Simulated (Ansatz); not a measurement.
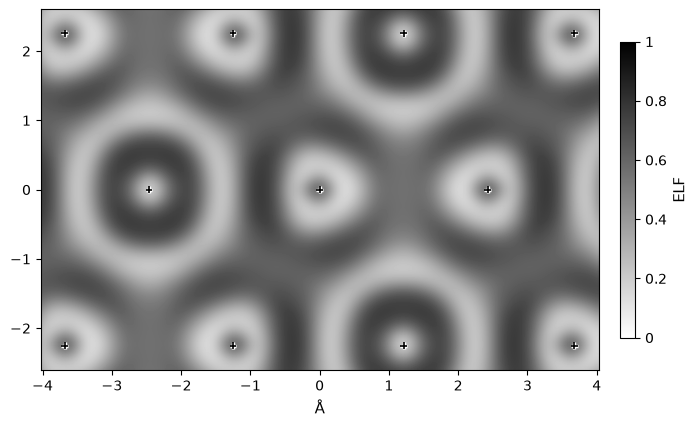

The electron localisation function on a plane through atoms (crosses mark nuclei in the plane).

Method: Ansatz 0.2.0, DFT PBEsol, scalar-relativistic, plane waves, PAW.

Candidates:
A. GaAs, a = 5.66 Å, b = 5.66 Å, c = 5.66 Å, α = 90.00°, β = 90.00°, γ = 90.00°. Space group F-43m.
B. Si$_{2}$Mo, a = 3.19 Å, b = 3.19 Å, c = 7.35 Å, α = 90.00°, β = 90.00°, γ = 90.00°. Space group I4/mmm; changed on purpose from its base cell (strain -0.0600 x Voigt [0, 0, 1, 0, 0, 0], atoms carried along); computed pressure about 18 GPa in this cell; computed without spin polarisation.

Question: Which candidate gave the map?

Answer: Candidate B: Si$_{2}$Mo on the (110) plane of the conventional cell, which holds Si and Mo. Si–Si (2.43 Å): the ELF peaks at about 0.55 in the valence shell of Si, 1.0 Å from its nucleus, and is about 0.55 at the midpoint. Si–Mo (2.46 Å): the ELF peaks at about 0.75 in the valence shell of Si, 0.9 Å from its nucleus, and is about 0.40 at the midpoint.
